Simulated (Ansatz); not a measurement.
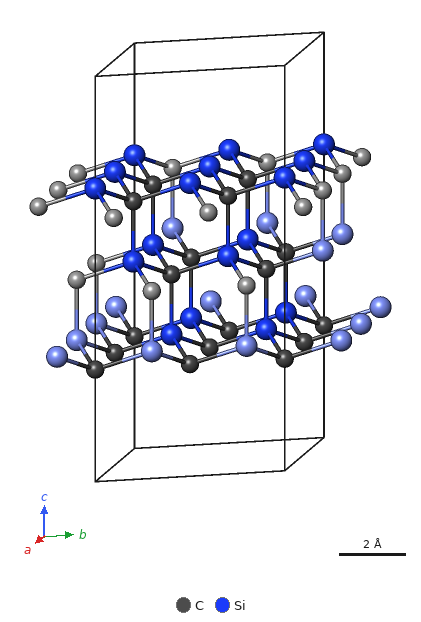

*The starting structure (ball-and-stick view of the cell of the calculation, with the vacuum cut short, seen slightly off an axis; neighbours outside the cell are drawn fainter). An atom can appear more than once, as a periodic image.*

## SiC: geometry relaxation (part 1 of 3)

System: SiC (slab, 24 atoms in the cell).
Method: DFT PBE+D3(BJ), scalar-relativistic, plane waves, PAW, no spin polarisation (Ansatz 0.2.0).

The structure derives from an entry of the Crystallography Open Database. The input holds or restrains some coordinates. Forces given for the steps count only the free coordinates. It belongs to a series of runs on one base structure; here: clean slab, lower half held.

What the program printed
```
Engine: ansatz 0.2.0, x86_64-unknown-linux-gnu
Pseudopotentials: kind: paw
Pseudopotential: C, paw, valence charge 4, recommended cutoff 420 eV (normal), C.paw.azcp
Pseudopotential: Si, paw, valence charge 4, recommended cutoff 420 eV (normal), Si.paw.azcp
Functional definition: PBE
  parameter kappa = 0.804
  parameter beta = 0.06672455060314922
  exchange = pbe_x(kappa = kappa, mu = beta*pi^2/3)
  correlation = pbe_c(beta = beta)
Crystal: 24 atoms, lattice volume = 741.878 Å³
Basis set: ecut = 420 eV, 14481 PW (Γ), exchange–correlation on 90×90×320 points (8 copies of the dense FFT grid, shifted against one another)
Bands: 72, of which v1, the nominal top of the filled ones, is band 48 counted from 1 (47 counted from 0)
Symmetry: 24 space group operations
Space group: P3m1 (ITA 156), of the structure as read, at distance tolerance 9.1e-5 Å
k-points: 7 of 36 (time reversal used)
Non-local potential: C, projectors of the file, l = 0: 2, l = 1: 2, l = 2: 1
Non-local potential: Si, projectors of the file, l = 0: 2, l = 1: 2, l = 2: 2
PAW form: soft (Blöchl's): semilocal exchange-correlation on the pseudo side does not see the compensation charge
PAW one-centre angular grid: C, 110 points (default); XC on 64 Gauss nodes
PAW one-centre angular grid: Si, 110 points (default); XC on 64 Gauss nodes
Initial density: superposition of atomic densities (neutral atoms: chi_scale 0, normalization atom), corrected by the library's trained network
Initial wavefunctions: pseudopotential atomic-orbital guess
Functional: x = pbe(κ = 0.804, μ = 0.2195149727645171), c = pbe(β = 0.06672455060314922)
SCF iter   1: F=—  HF=-10635.686152 eV  |F-HF|=—  |Δ(HF+E_count)|=         —  Δρ=1.80e-2  dr2=3.76e1  ethr=1.77e-3  p=0.569 e·Å  D=1.39e-1 V/Å  ΔV_dip=-3.14 eV  dr2_dipole=1.83e1  V_vac-E_F(+/−)=4.22/7.36 eV  ⟨swp⟩=11.4  Hψ=3341  notcnv=0  defer=54
efield: sawtooth ramp at fractional position 0.9800 (placed from the atoms, in the widest stretch of the axis that holds none; the zero of the levels goes with the place), width 0.0400; the density the first Hamiltonian is built on has a dipole p = 0.569 e·Å; the dipole correction subtracts the counter field D = 1.39e-1 V/Å, which shifts the + side's vacuum level by -3.14 eV against the − side's; the planar-averaged density in the ramp window peaks in size at 2.1e-5 e/Å³
preconditioner: auto → LDOS  [insulator: Δε(μ)=0.070 eV  Ē_g=10.544 eV  σ=0.050 eV  W_gap=0.60  n_scr=78 (ndim 8)  ℏωp=13.4 eV  f_vac=0.575  D(μ)=5.01/eV (n_scr^D=6)  ε∞_Penn≈2.6  β→1.0]
SCF iter   2: F=—  HF=-10645.354091 eV  |F-HF|=—  |Δ(HF+E_count)|=    9.67e0  Δρ=3.71e-2  dr2=1.56e2  ethr=1.77e-3  p=-0.289 e·Å  D=-7.05e-2 V/Å  ΔV_dip=1.60 eV  dr2_dipole=7.09e1  V_vac-E_F(+/−)=6.63/5.03 eV  ⟨swp⟩=4.4  Hψ=954  notcnv=1  defer=108  recentre
preconditioner: auto → Resta (q_TF=auto, 1.940 Å⁻¹)  ε∞=2.4  [insulator: Δε(μ)=1.583 eV  Ē_g=11.237 eV  σ=0.050 eV  W_gap=1.00  n_scr=78 (ndim 8)  ℏωp=13.4 eV  f_vac=0.579  D(μ)=0.00/eV (n_scr^D=0)  ε∞_Penn≈2.4  vacuum switching on, ρ_ref=9.2e-3 e/Å³  β→0.5]
SCF iter   3: F=—  HF=-10637.096362 eV  |F-HF|=—  |Δ(HF+E_count)|=    8.26e0  Δρ=2.74e-2  dr2=8.66e1  ethr=1.77e-3  p=0.208 e·Å  D=5.07e-2 V/Å  ΔV_dip=-1.15 eV  dr2_dipole=3.94e1  V_vac-E_F(+/−)=5.22/6.37 eV  ⟨swp⟩=3.6  Hψ=890  notcnv=0  defer=133
SCF iter   4: F=—  HF=-10635.798111 eV  |F-HF|=—  |Δ(HF+E_count)|=    1.30e0  Δρ=1.98e-2  dr2=4.63e1  ethr=1.77e-3  p=0.318 e·Å  D=7.75e-2 V/Å  ΔV_dip=-1.76 eV  dr2_dipole=2.09e1  V_vac-E_F(+/−)=4.94/6.70 eV  ⟨swp⟩=1.1  Hψ=432  notcnv=0  defer=129
SCF iter   5: F=—  HF=-10635.522214 eV  |F-HF|=—  |Δ(HF+E_count)|=   2.76e-1  Δρ=1.53e-2  dr2=2.90e1  ethr=1.77e-3  p=0.482 e·Å  D=1.18e-1 V/Å  ΔV_dip=-2.66 eV  dr2_dipole=1.37e1  V_vac-E_F(+/−)=4.28/6.95 eV  ⟨swp⟩=1.9  Hψ=560  notcnv=0  defer=107
SCF iter   6: F=—  HF=-10635.427833 eV  |F-HF|=—  |Δ(HF+E_count)|=   9.44e-2  Δρ=1.30e-2  dr2=2.05e1  ethr=1.77e-3  p=0.441 e·Å  D=1.08e-1 V/Å  ΔV_dip=-2.43 eV  dr2_dipole=9.59e0  V_vac-E_F(+/−)=4.32/6.76 eV  ⟨swp⟩=1.7  Hψ=458  notcnv=0  defer=94
SCF iter   7: F=—  HF=-10635.262167 eV  |F-HF|=—  |Δ(HF+E_count)|=   1.66e-1  Δρ=5.23e-3  dr2=3.25e0  ethr=1.77e-3  p=0.339 e·Å  D=8.28e-2 V/Å  ΔV_dip=-1.87 eV  dr2_dipole=1.51e0  V_vac-E_F(+/−)=4.60/6.47 eV  ⟨swp⟩=1.1  Hψ=384  notcnv=0  defer=94
SCF iter   8: F=—  HF=-10635.234680 eV  |F-HF|=—  |Δ(HF+E_count)|=   2.75e-2  Δρ=2.36e-4  dr2=2.01e-3  ethr=1.77e-3  p=0.358 e·Å  D=8.74e-2 V/Å  ΔV_dip=-1.98 eV  dr2_dipole=5.33e-4  V_vac-E_F(+/−)=4.48/6.46 eV  ⟨swp⟩=2.0  Hψ=600  notcnv=0  defer=103
SCF iter   9: F=—  HF=-10635.233727 eV  |F-HF|=—  |Δ(HF+E_count)|=   9.53e-4  Δρ=5.46e-4  dr2=3.28e-2  ethr=2.09e-6  p=0.357 e·Å  D=8.71e-2 V/Å  ΔV_dip=-1.97 eV  dr2_dipole=1.56e-2  V_vac-E_F(+/−)=4.48/6.45 eV  ⟨swp⟩=2.3  Hψ=801  notcnv=0  defer=112
SCF iter  10: F=—  HF=-10635.233468 eV  |F-HF|=—  |Δ(HF+E_count)|=   2.59e-4  Δρ=1.18e-4  dr2=1.03e-3  ethr=2.09e-6  p=0.360 e·Å  D=8.78e-2 V/Å  ΔV_dip=-1.99 eV  dr2_dipole=5.03e-4  V_vac-E_F(+/−)=4.46/6.45 eV  ⟨swp⟩=1.0  Hψ=392  notcnv=0  defer=112
SCF iter  11: F=—  HF=-10635.233474 eV  |F-HF|=—  |Δ(HF+E_count)|=   5.32e-6  Δρ=1.05e-4  dr2=1.26e-3  ethr=1.08e-6  p=0.361 e·Å  D=8.80e-2 V/Å  ΔV_dip=-1.99 eV  dr2_dipole=6.06e-4  V_vac-E_F(+/−)=4.46/6.45 eV  ⟨swp⟩=1.0  Hψ=392  notcnv=0  defer=112
SCF iter  12: F=-10635.233448 eV  HF=-10635.233472 eV  |F-HF|=2.46e-5  |Δ(HF+E_count)|=   1.39e-6  Δρ=1.77e-5  dr2=1.88e-5  ethr=2.34e-8  p=0.362 e·Å  D=8.83e-2 V/Å  ΔV_dip=-2.00 eV  dr2_dipole=7.40e-6  V_vac-E_F(+/−)=4.45/6.45 eV  ⟨swp⟩=49.6  Hψ=7576  notcnv=0
SCF 1 converged in 12 iterations: F = -10635.233448 eV  dr2 = 1.88e-5
  greatest PAW one-centre occupation: 0.666 electrons in one spin orbital (limit 2), on the C atom at site 3 (counted from 0), in its partial waves of l = 0
relax step   1: F+E_penalty+E_count = -10635.23344756 eV  Δ(F+E_penalty+E_count) = +0.000e0 eV  max|allowed force component| = 1.167e0 eV/Å  Δτ_max = 0.0000 Å  (12 SCF iters, dr2 threshold 2.25e-5 eV, accepted)
Initial density: handed on by an earlier stage of this run
Initial wavefunctions: those handed on with the density
SCF iter   1: F=—  HF=-10635.392961 eV  |F-HF|=—  |Δ(HF+E_count)|=         —  Δρ=6.41e-3  dr2=4.76e0  ethr=3.10e-3  p=0.362 e·Å  D=8.83e-2 V/Å  ΔV_dip=-2.00 eV  dr2_dipole=2.18e0  V_vac-E_F(+/−)=4.43/6.43 eV  ⟨swp⟩=2.0  Hψ=685  notcnv=0  defer=112
efield: sawtooth ramp at fractional position 0.9800 (handed on by an earlier solve), width 0.0400; the density the first Hamiltonian is built on has a dipole p = 0.362 e·Å; the dipole correction subtracts the counter field D = 8.83e-2 V/Å, which shifts the + side's vacuum level by -2.00 eV against the − side's; the planar-averaged density in the ramp window peaks in size at 9.9e-8 e/Å³
preconditioner: auto → LDOS  [insulator: Δε(μ)=0.087 eV  Ē_g=10.568 eV  σ=0.050 eV  W_gap=0.77  n_scr=78 (ndim 8)  ℏωp=13.4 eV  f_vac=0.579  D(μ)=3.85/eV (n_scr^D=6)  ε∞_Penn≈2.6  β→1.0]
SCF iter   2: F=—  HF=-10637.442777 eV  |F-HF|=—  |Δ(HF+E_count)|=    2.05e0  Δρ=2.89e-2  dr2=1.12e2  ethr=3.10e-3  p=0.620 e·Å  D=1.51e-1 V/Å  ΔV_dip=-3.43 eV  dr2_dipole=5.29e1  V_vac-E_F(+/−)=3.33/6.76 eV  ⟨swp⟩=1.6  Hψ=587  notcnv=0  defer=119  recentre
SCF iter   3: F=—  HF=-10635.359970 eV  |F-HF|=—  |Δ(HF+E_count)|=    2.08e0  Δρ=9.55e-4  dr2=3.71e-2  ethr=3.10e-3  p=0.383 e·Å  D=9.35e-2 V/Å  ΔV_dip=-2.12 eV  dr2_dipole=1.56e-2  V_vac-E_F(+/−)=4.36/6.48 eV  ⟨swp⟩=2.4  Hψ=480  notcnv=0  defer=119
SCF iter   4: F=—  HF=-10635.356193 eV  |F-HF|=—  |Δ(HF+E_count)|=   3.78e-3  Δρ=3.80e-4  dr2=2.62e-3  ethr=3.87e-5  p=0.387 e·Å  D=9.45e-2 V/Å  ΔV_dip=-2.14 eV  dr2_dipole=9.49e-4  V_vac-E_F(+/−)=4.35/6.49 eV  ⟨swp⟩=2.0  Hψ=923  notcnv=0  defer=112
SCF iter   5: F=—  HF=-10635.356222 eV  |F-HF|=—  |Δ(HF+E_count)|=   2.85e-5  Δρ=1.66e-4  dr2=1.39e-3  ethr=2.73e-6  p=0.389 e·Å  D=9.48e-2 V/Å  ΔV_dip=-2.15 eV  dr2_dipole=5.99e-4  V_vac-E_F(+/−)=4.35/6.49 eV  ⟨swp⟩=2.6  Hψ=667  notcnv=0  defer=112
SCF iter   6: F=—  HF=-10635.356243 eV  |F-HF|=—  |Δ(HF+E_count)|=   2.12e-5  Δρ=6.51e-5  dr2=4.12e-4  ethr=1.45e-6  p=0.390 e·Å  D=9.50e-2 V/Å  ΔV_dip=-2.15 eV  dr2_dipole=1.77e-4  V_vac-E_F(+/−)=4.34/6.49 eV  ⟨swp⟩=1.0  Hψ=392  notcnv=0  defer=112
SCF iter   7: F=-10635.356229 eV  HF=-10635.356243 eV  |F-HF|=1.45e-5  |Δ(HF+E_count)|=   3.32e-7  Δρ=1.58e-5  dr2=1.18e-5  ethr=8.87e-8  p=0.390 e·Å  D=9.50e-2 V/Å  ΔV_dip=-2.15 eV  dr2_dipole=5.05e-6  V_vac-E_F(+/−)=4.34/6.49 eV  ⟨swp⟩=31.6  Hψ=6592  notcnv=0
SCF 2 converged in 7 iterations: F = -10635.356229 eV  dr2 = 1.18e-5
relax step   2: F+E_penalty+E_count = -10635.35622900 eV  Δ(F+E_penalty+E_count) = -1.228e-1 eV  max|allowed force component| = 8.435e-1 eV/Å  Δτ_max = 0.0331 Å  (7 SCF iters, dr2 threshold 8.51e-5 eV, accepted)
SCF iter   1: F=—  HF=-10635.625298 eV  |F-HF|=—  |Δ(HF+E_count)|=         —  Δρ=1.03e-2  dr2=8.82e0  ethr=3.10e-3  p=0.390 e·Å  D=9.50e-2 V/Å  ΔV_dip=-2.15 eV  dr2_dipole=3.80e0  V_vac-E_F(+/−)=4.31/6.46 eV  ⟨swp⟩=3.6  Hψ=953  notcnv=0  defer=108
efield: sawtooth ramp at fractional position 0.9800 (handed on by an earlier solve), width 0.0400; the density the first Hamiltonian is built on has a dipole p = 0.390 e·Å; the dipole correction subtracts the counter field D = 9.50e-2 V/Å, which shifts the + side's vacuum level by -2.15 eV against the − side's; the planar-averaged density in the ramp window peaks in size at 2.0e-7 e/Å³
preconditioner: auto → LDOS  [insulator: Δε(μ)=0.077 eV  Ē_g=10.553 eV  σ=0.050 eV  W_gap=0.72  n_scr=78 (ndim 8)  ℏωp=13.4 eV  f_vac=0.578  D(μ)=3.99/eV (n_scr^D=6)  ε∞_Penn≈2.6  β→1.0]
SCF iter   2: F=—  HF=-10639.791661 eV  |F-HF|=—  |Δ(HF+E_count)|=    4.17e0  Δρ=3.42e-2  dr2=1.60e2  ethr=3.10e-3  p=0.793 e·Å  D=1.93e-1 V/Å  ΔV_dip=-4.38 eV  dr2_dipole=7.53e1  V_vac-E_F(+/−)=2.60/6.98 eV  ⟨swp⟩=2.6  Hψ=817  notcnv=0  defer=126  recentre
SCF iter   3: F=—  HF=-10635.496130 eV  |F-HF|=—  |Δ(HF+E_count)|=    4.30e0  Δρ=4.70e-3  dr2=1.29e0  ethr=3.10e-3  p=0.415 e·Å  D=1.01e-1 V/Å  ΔV_dip=-2.29 eV  dr2_dipole=5.20e-1  V_vac-E_F(+/−)=4.22/6.51 eV  ⟨swp⟩=2.9  Hψ=789  notcnv=0  defer=108
SCF iter   4: F=—  HF=-10635.477182 eV  |F-HF|=—  |Δ(HF+E_count)|=   1.89e-2  Δρ=4.68e-3  dr2=2.25e0  ethr=1.34e-3  p=0.435 e·Å  D=1.06e-1 V/Å  ΔV_dip=-2.40 eV  dr2_dipole=1.01e0  V_vac-E_F(+/−)=4.13/6.53 eV  ⟨swp⟩=1.0  Hψ=581  notcnv=0  defer=113
SCF iter   5: F=—  HF=-10635.454056 eV  |F-HF|=—  |Δ(HF+E_count)|=   2.31e-2  Δρ=4.14e-4  dr2=9.99e-3  ethr=1.34e-3  p=0.446 e·Å  D=1.09e-1 V/Å  ΔV_dip=-2.46 eV  dr2_dipole=4.33e-3  V_vac-E_F(+/−)=4.11/6.57 eV  ⟨swp⟩=1.0  Hψ=380  notcnv=0  defer=113
SCF iter   6: F=—  HF=-10635.449006 eV  |F-HF|=—  |Δ(HF+E_count)|=   5.05e-3  Δρ=1.80e-4  dr2=3.03e-3  ethr=1.04e-5  p=0.445 e·Å  D=1.08e-1 V/Å  ΔV_dip=-2.46 eV  dr2_dipole=1.37e-3  V_vac-E_F(+/−)=4.12/6.57 eV  ⟨swp⟩=2.1  Hψ=745  notcnv=0  defer=124
SCF iter   7: F=—  HF=-10635.449033 eV  |F-HF|=—  |Δ(HF+E_count)|=   2.72e-5  Δρ=9.53e-5  dr2=8.66e-4  ethr=3.16e-6  p=0.443 e·Å  D=1.08e-1 V/Å  ΔV_dip=-2.45 eV  dr2_dipole=3.99e-4  V_vac-E_F(+/−)=4.12/6.57 eV  ⟨swp⟩=1.0  Hψ=430  notcnv=0  defer=124
SCF iter   8: F=—  HF=-10635.449035 eV  |F-HF|=—  |Δ(HF+E_count)|=   1.18e-6  Δρ=4.85e-5  dr2=2.14e-4  ethr=9.02e-7  p=0.443 e·Å  D=1.08e-1 V/Å  ΔV_dip=-2.45 eV  dr2_dipole=9.70e-5  V_vac-E_F(+/−)=4.12/6.57 eV  ⟨swp⟩=1.0  Hψ=380  notcnv=0  defer=124
SCF iter   9: F=—  HF=-10635.449038 eV  |F-HF|=—  |Δ(HF+E_count)|=   3.39e-6  Δρ=3.71e-5  dr2=1.26e-4  ethr=2.23e-7  p=0.443 e·Å  D=1.08e-1 V/Å  ΔV_dip=-2.45 eV  dr2_dipole=5.84e-5  V_vac-E_F(+/−)=4.12/6.57 eV  ⟨swp⟩=1.0  Hψ=380  notcnv=0  defer=124
SCF iter  10: F=-10635.449014 eV  HF=-10635.449039 eV  |F-HF|=2.44e-5  |Δ(HF+E_count)|=   8.24e-7  Δρ=1.48e-5  dr2=1.72e-5  ethr=4.63e-8  p=0.443 e·Å  D=1.08e-1 V/Å  ΔV_dip=-2.45 eV  dr2_dipole=7.96e-6  V_vac-E_F(+/−)=4.12/6.57 eV  ⟨swp⟩=30.9  Hψ=6405  notcnv=0
SCF 3 converged in 10 iterations: F = -10635.449014 eV  dr2 = 1.72e-5
relax step   3: F+E_penalty+E_count = -10635.44901437 eV  Δ(F+E_penalty+E_count) = -9.279e-2 eV  max|allowed force component| = 1.915e-1 eV/Å  Δτ_max = 0.0695 Å  (10 SCF iters, dr2 threshold 4.45e-5 eV, accepted)
iter 1 solved again at ethr=7.94e-4 eV; its pass at ethr=3.10e-3 eV (dr2=7.62e-1 eV) is discarded
```
